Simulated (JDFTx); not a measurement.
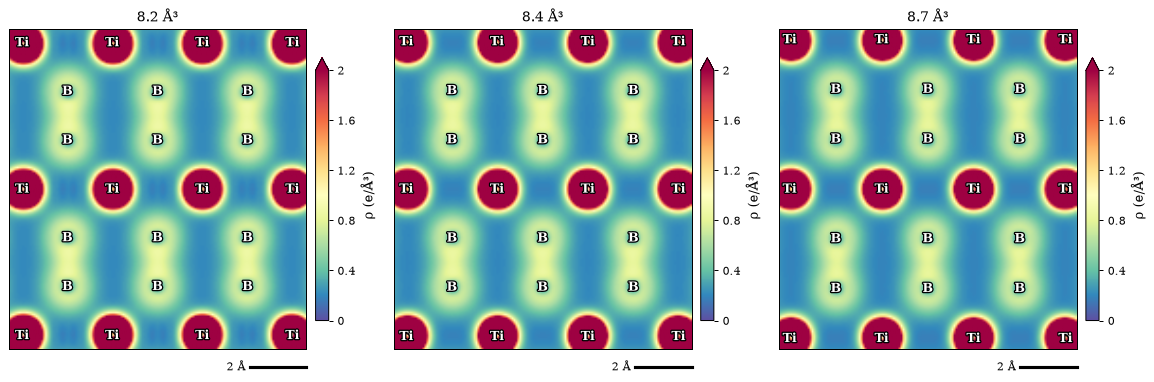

TiB2. The valence pseudo-density of cells scaled evenly to different volumes (given per atom above each panel), on the (110) plane of each (indices in the axes of the cell below), at one length scale and on one colour scale.

Method: Kohn-Sham DFT of a periodic cell, PBEsol, PseudoDojo-SR-PBEsol-0.4.1-standard in JDFTx 1.7.0 (patched build).

Core electrons are replaced by pseudopotentials, and the valence fields are smoothed inside the atomic spheres.

The largest cell:

```xyz
3
Lattice="3.0691 0.0000 0.0000 -1.5345 2.6579 0.0000 0.0000 0.0000 3.2709" Properties=species:S:1:pos:R:3 pbc="T T T"
Ti    0.0000    0.0000    0.0000
B     1.5345    0.8860    1.6354
B     0.0000    1.7719    1.6354
```

| volume (Å³/atom) | B–B contact in the plane (Å) | ρ at its midpoint (e/Å³) | pressure (GPa) | 
| --- | --- | --- | --- |
| 8.21 | 1.725 | 0.844 | 6.3 | 
| 8.38 | 1.737 | 0.826 | 0.5 | 
| 8.55 | 1.749 | ? | ? | 
| 8.72 | 1.761 | 0.795 | −9.4 | 
| 8.89 | 1.772 | 0.780 | −13.7 | 

**What values belong in the row with question marks?**

Over the known rows ln ρ falls by 1.66 per Å of B–B distance (a least-squares line), which gives 0.811 e/Å³ at 1.749 Å; the calculation gives 0.810 e/Å³. For the pressure, a straight line in volume between the neighbouring rows gives −4.5 GPa; the calculation gives −4.7.
